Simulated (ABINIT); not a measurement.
**Geometry relaxation of Pb (part 2 of 3)**

Pb (2 atoms in the cell); Kohn-Sham DFT of a periodic cell, PBE, JTH PAW PBE v2.0, no spin polarisation (ABINIT 10.8.3); cutoff 598.65 eV, 5×5×5 k-mesh, fermi-dirac of 0.05 eV. The structure derives from a Materials Project entry.

Geometry of the input (Å; fractional positions):
```
0.0000  3.4390  3.4390
3.4390  0.0000  3.4390
3.4390  3.4390  0.0000
Pb 0.2500  0.2500  0.2500
Pb 0.0000  0.0000  0.0000
```

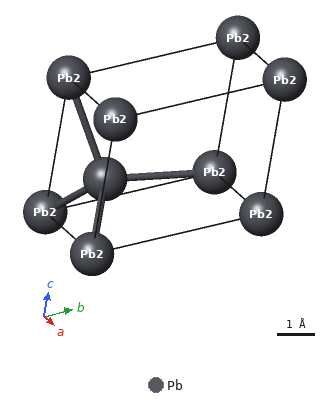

*The geometry at step 2 of the log (ball-and-stick view of the cell of the calculation, seen slightly off an axis; atoms are numbered from 1 in the order of the input).*

### The program's output, continued
```
--- !ResultsGS
iteration_state: {dtset: 1, itime: 3, icycle: 1, }
comment   : Summary of ground state results
lattice_vectors:
- [  0.0000000,   6.6702419,   6.6702419, ]
- [  6.6702419,   0.0000000,   6.6702419, ]
- [  6.6702419,   6.6702419,   0.0000000, ]
lattice_lengths: [   9.43315,    9.43315,    9.43315, ]
lattice_angles: [ 60.000,  60.000,  60.000, ] # degrees, (23, 13, 12)
lattice_volume:   5.9354649E+02
convergence: {deltae: -1.606E-12, res2:  3.391E-11, residm:  5.388E-05, diffor: null, }
etotal    :  -1.22387403E+02
entropy   :   0.00000000E+00
fermie    :   1.30110408E-01
cartesian_stress_tensor: # hartree/bohr^3
- [ -8.64578495E-06,   0.00000000E+00,   0.00000000E+00, ]
- [  0.00000000E+00,  -8.64578495E-06,   0.00000000E+00, ]
- [  0.00000000E+00,   0.00000000E+00,  -8.64578495E-06, ]
pressure_GPa:   2.5437E-01
xred      :
- [  2.5000E-01,   2.5000E-01,   2.5000E-01, Pb]
- [ -1.0195E-29,   5.9132E-30,   8.7425E-30, Pb]
cartesian_forces: # hartree/bohr
- [ -0.00000000E+00,  -0.00000000E+00,  -0.00000000E+00, ]
- [ -0.00000000E+00,  -0.00000000E+00,  -0.00000000E+00, ]
force_length_stats: {min:   0.00000000E+00, max:   0.00000000E+00, mean:   0.00000000E+00, }
...

 Integrated electronic density in atomic spheres:
 ------------------------------------------------
 Atom  Sphere_radius  Integrated_density
    1        2.40264         11.40084074
    2        2.40264         11.40084074

---OUTPUT-----------------------------------------------------------------------

 Cartesian coordinates (xcart) [bohr]
  3.33512092764660E+00  3.33512092764660E+00  3.33512092764660E+00
  9.77567928959432E-29 -9.68539890782007E-30 -2.85578404767036E-29
 Reduced coordinates (xred)
  2.50000000000000E-01  2.50000000000000E-01  2.50000000000000E-01
 -1.01945353130294E-29  5.91315525271850E-30  8.74250416964079E-30
 Cartesian forces (fcart) [Ha/bohr]; max,rms= 0.00000E+00 0.00000E+00 (free atoms)
 -0.00000000000000E+00 -0.00000000000000E+00 -0.00000000000000E+00
 -0.00000000000000E+00 -0.00000000000000E+00 -0.00000000000000E+00
 Gradient of E wrt nuclear positions in reduced coordinates (gred)
  0.00000000000000E+00  0.00000000000000E+00  0.00000000000000E+00
  0.00000000000000E+00  0.00000000000000E+00  0.00000000000000E+00
 Scale of Primitive Cell (acell) [bohr]
  9.43314649606433E+00  9.43314649606433E+00  9.43314649606433E+00
 Real space primitive translations (rprimd) [bohr]
  0.00000000000000E+00  6.67024185529321E+00  6.67024185529321E+00
  6.67024185529321E+00  0.00000000000000E+00  6.67024185529321E+00
  6.67024185529321E+00  6.67024185529321E+00  0.00000000000000E+00
 Unitary Cell Volume (ucvol) [Bohr^3]=  5.93546487596682E+02
 Angles (23,13,12)= [degrees]
  6.00000000000000E+01  6.00000000000000E+01  6.00000000000000E+01
 Lengths [Bohr]
  9.43314649606433E+00  9.43314649606433E+00  9.43314649606433E+00
 Stress tensor in cartesian coordinates (strten) [Ha/bohr^3]
 -8.64578495331442E-06  0.00000000000000E+00  0.00000000000000E+00
  0.00000000000000E+00 -8.64578495331529E-06  0.00000000000000E+00
  0.00000000000000E+00  0.00000000000000E+00 -8.64578495331572E-06
 Total energy (etotal) [Ha]= -1.22387402828289E+02

 Difference of energy with previous step (new-old):
           Absolute (Ha)=-1.72596E-03
           Relative     =-1.41025E-05

--- Iteration: ( 4/50) Internal Cycle: (1/1)
--------------------------------------------------------------------------------

---SELF-CONSISTENT-FIELD CONVERGENCE--------------------------------------------

--- !BeginCycle
iteration_state: {dtset: 1, itime: 4, icycle: 1, }
solver: {iscf: 17, nstep: 80, nline: 4, wfoptalg: 10, }
tolerances: {tolvrs: 1.00E-10, }
...

     iter   Etot(hartree)      deltaE(h)  residm     nres2
 ETOT  1  -122.39031042209    -1.224E+02 4.306E-04 5.252E-01
 ETOT  2  -122.38735583322     2.955E-03 9.021E-04 2.672E-02
 ETOT  3  -122.38737182997    -1.600E-05 6.108E-05 9.902E-03
 ETOT  4  -122.38740402513    -3.220E-05 4.242E-05 7.394E-04
 ETOT  5  -122.38742072360    -1.670E-05 7.593E-05 2.562E-04
 ETOT  6  -122.38742696750    -6.244E-06 5.330E-05 1.335E-05
 ETOT  7  -122.38742748314    -5.156E-07 3.583E-05 1.770E-06
 ETOT  8  -122.38742758190    -9.876E-08 3.026E-05 9.467E-08
 ETOT  9  -122.38742758558    -3.675E-09 2.143E-05 9.236E-09
 ETOT 10  -122.38742758582    -2.388E-10 1.813E-05 2.818E-09
 ETOT 11  -122.38742758585    -2.994E-11 1.330E-05 5.531E-10
 ETOT 12  -122.38742758586    -1.091E-11 1.129E-05 2.232E-11

 At SCF step   12       nres2   =  2.23E-11 < tolvrs=  1.00E-10 =>converged.

 Cartesian components of stress tensor (hartree/bohr^3)
  sigma(1 1)= -9.49053564E-07  sigma(3 2)=  0.00000000E+00
  sigma(2 2)= -9.49053564E-07  sigma(3 1)=  0.00000000E+00
  sigma(3 3)= -9.49053564E-07  sigma(2 1)=  0.00000000E+00

--- !ResultsGS
iteration_state: {dtset: 1, itime: 4, icycle: 1, }
comment   : Summary of ground state results
lattice_vectors:
- [  0.0000000,   6.6896844,   6.6896844, ]
- [  6.6896844,   0.0000000,   6.6896844, ]
- [  6.6896844,   6.6896844,   0.0000000, ]
lattice_lengths: [   9.46064,    9.46064,    9.46064, ]
lattice_angles: [ 60.000,  60.000,  60.000, ] # degrees, (23, 13, 12)
lattice_volume:   5.9875188E+02
convergence: {deltae: -1.091E-11, res2:  2.232E-11, residm:  1.129E-05, diffor: null, }
etotal    :  -1.22387428E+02
entropy   :   0.00000000E+00
fermie    :   1.27542506E-01
cartesian_stress_tensor: # hartree/bohr^3
- [ -9.49053564E-07,   0.00000000E+00,   0.00000000E+00, ]
- [  0.00000000E+00,  -9.49053564E-07,   0.00000000E+00, ]
- [  0.00000000E+00,   0.00000000E+00,  -9.49053564E-07, ]
pressure_GPa:   2.7922E-02
xred      :
- [  2.5000E-01,   2.5000E-01,   2.5000E-01, Pb]
- [ -1.1344E-29,   6.5815E-30,   9.7317E-30, Pb]
cartesian_forces: # hartree/bohr
- [ -6.28917282E-31,   1.88675185E-30,  -1.88675185E-30, ]
- [  6.28917282E-31,  -1.88675185E-30,   1.88675185E-30, ]
force_length_stats: {min:   2.74138688E-30, max:   2.74138688E-30, mean:   2.74138688E-30, }
...

 Integrated electronic density in atomic spheres:
 ------------------------------------------------
 Atom  Sphere_radius  Integrated_density
    1        2.40264         11.40756214
    2        2.40264         11.40756214

---OUTPUT-----------------------------------------------------------------------

 Cartesian coordinates (xcart) [bohr]
  3.34484222447512E+00  3.34484222447512E+00  3.34484222447512E+00
  1.09129897301540E-28 -1.07866779375124E-29 -3.18602249440897E-29
 Reduced coordinates (xred)
  2.50000000000000E-01  2.50000000000000E-01  2.50000000000000E-01
 -1.13440926355621E-29  6.58150253326077E-30  9.73165814484334E-30
 Cartesian forces (fcart) [Ha/bohr]; max,rms= 1.88675E-30 1.58274E-30 (free atoms)
 -6.28917282016036E-31  1.88675184604811E-30 -1.88675184604811E-30
  6.28917282016036E-31 -1.88675184604811E-30  1.88675184604811E-30
 Gradient of E wrt nuclear positions in reduced coordinates (gred)
 -1.26028385414346E-45  1.68290326447149E-29 -8.41451632235746E-30
 -1.08327728213944E-45 -1.68290326447149E-29  8.41451632235746E-30
 Scale of Primitive Cell (acell) [bohr]
  9.46064247570182E+00  9.46064247570182E+00  9.46064247570182E+00
 Real space primitive translations (rprimd) [bohr]
  0.00000000000000E+00  6.68968444895024E+00  6.68968444895024E+00
  6.68968444895024E+00  0.00000000000000E+00  6.68968444895024E+00
  6.68968444895024E+00  6.68968444895024E+00  0.00000000000000E+00
 Unitary Cell Volume (ucvol) [Bohr^3]=  5.98751884990748E+02
 Angles (23,13,12)= [degrees]
  6.00000000000000E+01  6.00000000000000E+01  6.00000000000000E+01
 Lengths [Bohr]
  9.46064247570182E+00  9.46064247570182E+00  9.46064247570182E+00
 Stress tensor in cartesian coordinates (strten) [Ha/bohr^3]
 -9.49053564018327E-07  0.00000000000000E+00  0.00000000000000E+00
  0.00000000000000E+00 -9.49053564018327E-07  0.00000000000000E+00
  0.00000000000000E+00  0.00000000000000E+00 -9.49053564018761E-07
 Total energy (etotal) [Ha]= -1.22387427585856E+02

 Difference of energy with previous step (new-old):
           Absolute (Ha)=-2.47576E-05
           Relative     =-2.02289E-07

--- Iteration: ( 5/50) Internal Cycle: (1/1)
--------------------------------------------------------------------------------

---SELF-CONSISTENT-FIELD CONVERGENCE--------------------------------------------

--- !BeginCycle
iteration_state: {dtset: 1, itime: 5, icycle: 1, }
solver: {iscf: 17, nstep: 80, nline: 4, wfoptalg: 10, }
tolerances: {tolvrs: 1.00E-10, }
...

     iter   Etot(hartree)      deltaE(h)  residm     nres2
 ETOT  1  -122.38747196096    -1.224E+02 3.678E-06 7.965E-03
 ETOT  2  -122.38742724100     4.472E-05 3.799E-05 4.149E-04
 ETOT  3  -122.38742724577    -4.768E-09 1.201E-06 1.528E-04
 ETOT  4  -122.38742756499    -3.192E-07 4.688E-06 1.113E-05
 ETOT  5  -122.38742778794    -2.229E-07 1.399E-06 4.056E-06
 ETOT  6  -122.38742788837    -1.004E-07 5.898E-06 1.769E-07
 ETOT  7  -122.38742789483    -6.453E-09 4.916E-07 2.610E-08
 ETOT  8  -122.38742789644    -1.612E-09 2.979E-06 1.467E-09
 ETOT  9  -122.38742789651    -7.545E-11 2.670E-07 4.896E-11

 At SCF step    9       nres2   =  4.90E-11 < tolvrs=  1.00E-10 =>converged.

 Cartesian components of stress tensor (hartree/bohr^3)
  sigma(1 1)= -1.06021761E-08  sigma(3 2)=  0.00000000E+00
  sigma(2 2)= -1.06021761E-08  sigma(3 1)=  0.00000000E+00
  sigma(3 3)= -1.06021761E-08  sigma(2 1)=  0.00000000E+00

--- !ResultsGS
iteration_state: {dtset: 1, itime: 5, icycle: 1, }
comment   : Summary of ground state results
lattice_vectors:
- [  0.0000000,   6.6921055,   6.6921055, ]
- [  6.6921055,   0.0000000,   6.6921055, ]
- [  6.6921055,   6.6921055,   0.0000000, ]
lattice_lengths: [   9.46407,    9.46407,    9.46407, ]
lattice_angles: [ 60.000,  60.000,  60.000, ] # degrees, (23, 13, 12)
lattice_volume:   5.9940219E+02
convergence: {deltae: -7.545E-11, res2:  4.896E-11, residm:  2.670E-07, diffor: null, }
etotal    :  -1.22387428E+02
entropy   :   0.00000000E+00
fermie    :   1.27225271E-01
cartesian_stress_tensor: # hartree/bohr^3
- [ -1.06021761E-08,   0.00000000E+00,   0.00000000E+00, ]
- [  0.00000000E+00,  -1.06021761E-08,   0.00000000E+00, ]
- [  0.00000000E+00,   0.00000000E+00,  -1.06021761E-08, ]
pressure_GPa:   3.1193E-04
xred      :
- [  2.5000E-01,   2.5000E-01,   2.5000E-01, Pb]
- [ -1.1543E-29,   7.0568E-30,   9.5748E-30, Pb]
cartesian_forces: # hartree/bohr
- [  1.17879329E-31,   2.75051768E-31,   3.92931097E-32, ]
- [ -1.17879329E-31,  -2.75051768E-31,  -3.92931097E-32, ]
force_length_stats: {min:   3.01816103E-31, max:   3.01816103E-31, mean:   3.01816103E-31, }
...

 Integrated electronic density in atomic spheres:
 ------------------------------------------------
 Atom  Sphere_radius  Integrated_density
    1        2.40264         11.40964463
    2        2.40264         11.40964463

---OUTPUT-----------------------------------------------------------------------

 Cartesian coordinates (xcart) [bohr]
  3.34605274079726E+00  3.34605274079726E+00  3.34605274079726E+00
  1.11300278767705E-28 -1.31732463256319E-29 -3.00237567897269E-29
 Reduced coordinates (xred)
  2.50000000000000E-01  2.50000000000000E-01  2.50000000000000E-01
 -1.15432491543941E-29  7.05680510889871E-30  9.57477355850539E-30
 Cartesian forces (fcart) [Ha/bohr]; max,rms= 2.75052E-31 1.74254E-31 (free atoms)
  1.17879329217185E-31  2.75051768173433E-31  3.92931097390620E-32
 -1.17879329217185E-31 -2.75051768173433E-31 -3.92931097390618E-32
 Gradient of E wrt nuclear positions in reduced coordinates (gred)
 -2.10362908058937E-30 -1.05181454029468E-30 -2.62953635073671E-30
  2.10362908058936E-30  1.05181454029468E-30  2.62953635073671E-30
 Scale of Primitive Cell (acell) [bohr]
  9.46406633290231E+00  9.46406633290231E+00  9.46406633290231E+00
 Real space primitive translations (rprimd) [bohr]
  0.00000000000000E+00  6.69210548159452E+00  6.69210548159452E+00
  6.69210548159452E+00  0.00000000000000E+00  6.69210548159452E+00
  6.69210548159452E+00  6.69210548159452E+00  0.00000000000000E+00
 Unitary Cell Volume (ucvol) [Bohr^3]=  5.99402194830160E+02
 Angles (23,13,12)= [degrees]
  6.00000000000000E+01  6.00000000000000E+01  6.00000000000000E+01
 Lengths [Bohr]
  9.46406633290231E+00  9.46406633290231E+00  9.46406633290231E+00
 Stress tensor in cartesian coordinates (strten) [Ha/bohr^3]
 -1.06021760992898E-08  0.00000000000000E+00  0.00000000000000E+00
  0.00000000000000E+00 -1.06021760971214E-08  0.00000000000000E+00
  0.00000000000000E+00  0.00000000000000E+00 -1.06021760997235E-08
 Total energy (etotal) [Ha]= -1.22387427896513E+02

 Difference of energy with previous step (new-old):
           Absolute (Ha)=-3.10657E-07
           Relative     =-2.53831E-09

 At Broyd/MD step   5, gradients are converged :
  max grad (force/stress) = 1.0602E-06 < tolmxf= 2.0000E-05 ha/bohr (free atoms)

================================================================================

 ----iterations are completed or convergence reached----

 Mean square residual over all n,k,spin=   14.858E-10; max=  26.703E-08
 reduced coordinates (array xred) for    2 atoms
       0.250000000000      0.250000000000      0.250000000000
      -0.000000000000      0.000000000000      0.000000000000
 rms dE/dt=  6.4980E-30; max dE/dt=  1.0518E-29; dE/dt below (all hartree)
    1       0.000000000000     -0.000000000000     -0.000000000000
    2       0.000000000000     -0.000000000000     -0.000000000000

 cartesian coordinates (angstrom) at end:
    1      1.77065485570820     1.77065485570820     1.77065485570820
    2      0.00000000000000    -0.00000000000000    -0.00000000000000

 cartesian forces (hartree/bohr) at end:
    1      0.00000000000000     0.00000000000000     0.00000000000000
    2     -0.00000000000000    -0.00000000000000    -0.00000000000000
 frms,max,avg= 1.7425361E-31 2.7505177E-31   0.000E+00  0.000E+00  0.000E+00 h/b

 cartesian forces (eV/Angstrom) at end:
    1      0.00000000000000     0.00000000000000     0.00000000000000
    2     -0.00000000000000    -0.00000000000000    -0.00000000000000
 frms,max,avg= 8.9604808E-30 1.4143731E-29   0.000E+00  0.000E+00  0.000E+00 e/A
 length scales=  9.464066332902  9.464066332902  9.464066332902 bohr
              =  5.008168222449  5.008168222449  5.008168222449 angstroms
 Fermi (or HOMO) energy (hartree) =   0.12723   Average Vxc (hartree)=  -0.27731
 Eigenvalues (hartree) for nkpt=  10  k points:
 kpt#   1, nband= 18, wtk=  0.00800, kpt=  0.0000  0.0000  0.0000 (reduced coord)
  -0.49325   -0.49325   -0.49325   -0.49105   -0.49105   -0.47833   -0.47833   -0.47833
  -0.47805   -0.47805   -0.25844   -0.02822    0.14669    0.14669    0.14669    0.21939
   0.21939    0.21939
      occupation numbers for kpt#   1
   2.00000    2.00000    2.00000    2.00000    2.00000    2.00000    2.00000    2.00000
   2.00000    2.00000    2.00000    2.00000    0.00005    0.00005    0.00005    0.00000
   0.00000    0.00000
 prteigrs : prtvol=0 or 1, do not print more k-points.

--- !EnergyTerms
iteration_state     : {dtset: 1, itime: 5, icycle: 1, }
comment             : Components of total free energy in Hartree
kinetic             :  9.98683920628133E+00
hartree             :  4.74508277135072E+01
xc                  : -5.01832039228150E+00
Ewald energy        : -7.88849204152284E+01
psp_core            :  2.19972314259892E+00
local_psp           : -1.42775250368757E+02
PAW spherical_terms :  4.46540739392884E+01
internal            : -1.22387027174591E+02
'-kT*entropy'       : -4.02779083804708E-04
total_energy        : -1.22387429953675E+02
total_energy_eV     : -3.33033162812240E+03
...

--- !EnergyTermsDC
iteration_state     : {dtset: 1, itime: 5, icycle: 1, }
comment             : '"Double-counting" decomposition of free energy'
band_energy         : -1.00480215651375E+01
Ewald energy        : -7.88849204152284E+01
psp_core            :  2.19972314259892E+00
xc_dc               : -4.70904747829147E+01
PAW spherical_terms :  1.14366685032523E+01
internal            : -1.22387025117429E+02
'-kT*entropy'       : -4.02779083804708E-04
total_energy_dc     : -1.22387427896513E+02
total_energy_dc_eV  : -3.33033157214417E+03
...

--- !EnergyTermsWithPAWCore
iteration_state     : {dtset: 1, itime: 5, icycle: 1, }
comment             : 'Components of total free energy, including PAW core contributions'
Total energy        : -4.17640546144111E+04
Total energy DC     : -4.17640546123540E+04
Total energy (eV)   : -1.13645782131099E+06
Total energy DC (eV): -1.13645782125501E+06
...

 Cartesian components of stress tensor (hartree/bohr^3)
  sigma(1 1)= -1.06021761E-08  sigma(3 2)=  0.00000000E+00
  sigma(2 2)= -1.06021761E-08  sigma(3 1)=  0.00000000E+00
  sigma(3 3)= -1.06021761E-08  sigma(2 1)=  0.00000000E+00

-Cartesian components of stress tensor (GPa)         [Pressure=  3.1193E-04 GPa]
- sigma(1 1)= -3.11926790E-04  sigma(3 2)=  0.00000000E+00
- sigma(2 2)= -3.11926790E-04  sigma(3 1)=  0.00000000E+00
- sigma(3 3)= -3.11926790E-04  sigma(2 1)=  0.00000000E+00

== END DATASET(S) ==============================================================
================================================================================

 -outvars: echo values of variables after computation  --------
            acell      9.4640663329E+00  9.4640663329E+00  9.4640663329E+00 Bohr
           etotal     -1.2238742790E+02
            fcart      1.1787932922E-31  2.7505176817E-31  3.9293109739E-32
                      -1.1787932922E-31 -2.7505176817E-31 -3.9293109739E-32
            rprim      0.0000000000E+00  7.0710678119E-01  7.0710678119E-01
                       7.0710678119E-01  0.0000000000E+00  7.0710678119E-01
                       7.0710678119E-01  7.0710678119E-01  0.0000000000E+00
           strten     -1.0602176099E-08 -1.0602176097E-08 -1.0602176100E-08
                       0.0000000000E+00  0.0000000000E+00  0.0000000000E+00
           xangst      1.7706548557E+00  1.7706548557E+00  1.7706548557E+00
                       5.8897571051E-29 -6.9709817444E-30 -1.5887887868E-29
             xred      2.5000000000E-01  2.5000000000E-01  2.5000000000E-01
                      -1.1543249154E-29  7.0568051089E-30  9.5747735585E-30
 Calculation completed.
```

### Trajectory as extended XYZ (Å, eV, eV/Å), 5 frames, from step=0 to step=4
```
2
Lattice="0.0000 3.4390 3.4390 3.4390 0.0000 3.4390 3.4390 3.4390 0.0000" Properties=species:S:1:pos:R:3:forces:R:3 step=0 energy=-3330.27295
Pb    1.7195    1.7195    1.7195    0.0000   0.0000   0.0000
Pb    0.0000    0.0000    0.0000    0.0000   0.0000   0.0000
2
Lattice="0.0000 3.4486 3.4486 3.4486 0.0000 3.4486 3.4486 3.4486 0.0000" Properties=species:S:1:pos:R:3:forces:R:3 step=1 energy=-3330.28392
Pb    1.7243    1.7243    1.7243    0.0000   0.0000   0.0000
Pb    0.0000    0.0000    0.0000    0.0000   0.0000   0.0000
2
Lattice="0.0000 3.5297 3.5297 3.5297 0.0000 3.5297 3.5297 3.5297 0.0000" Properties=species:S:1:pos:R:3:forces:R:3 step=2 energy=-3330.33089
Pb    1.7649    1.7649    1.7649    0.0000   0.0000   0.0000
Pb    0.0000    0.0000    0.0000    0.0000   0.0000   0.0000
2
Lattice="0.0000 3.5400 3.5400 3.5400 0.0000 3.5400 3.5400 3.5400 0.0000" Properties=species:S:1:pos:R:3:forces:R:3 step=3 energy=-3330.33156
Pb    1.7700    1.7700    1.7700    0.0000   0.0000   0.0000
Pb    0.0000    0.0000    0.0000    0.0000   0.0000   0.0000
2
Lattice="0.0000 3.5413 3.5413 3.5413 0.0000 3.5413 3.5413 3.5413 0.0000" Properties=species:S:1:pos:R:3:forces:R:3 step=4 energy=-3330.33157
Pb    1.7707    1.7707    1.7707    0.0000   0.0000   0.0000
Pb    0.0000    0.0000    0.0000    0.0000   0.0000   0.0000
```

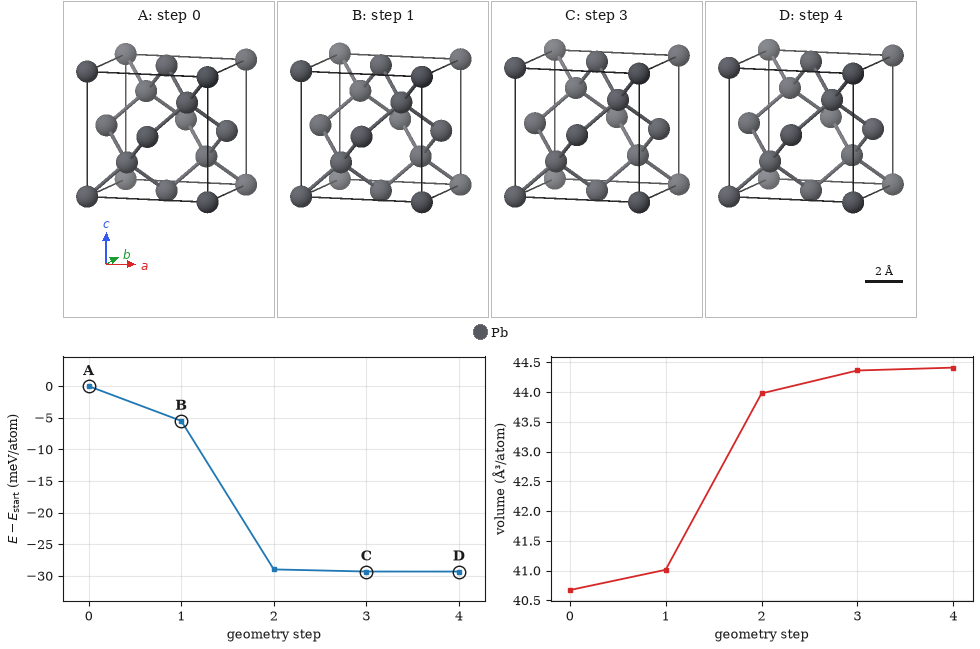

*Frames of the relaxation (ball-and-stick view of the cell 4 times as large as that of the calculation, set on its symmetry axes, seen slightly off an axis) above the curves, on which the letters mark them (steps are counted from 0).*
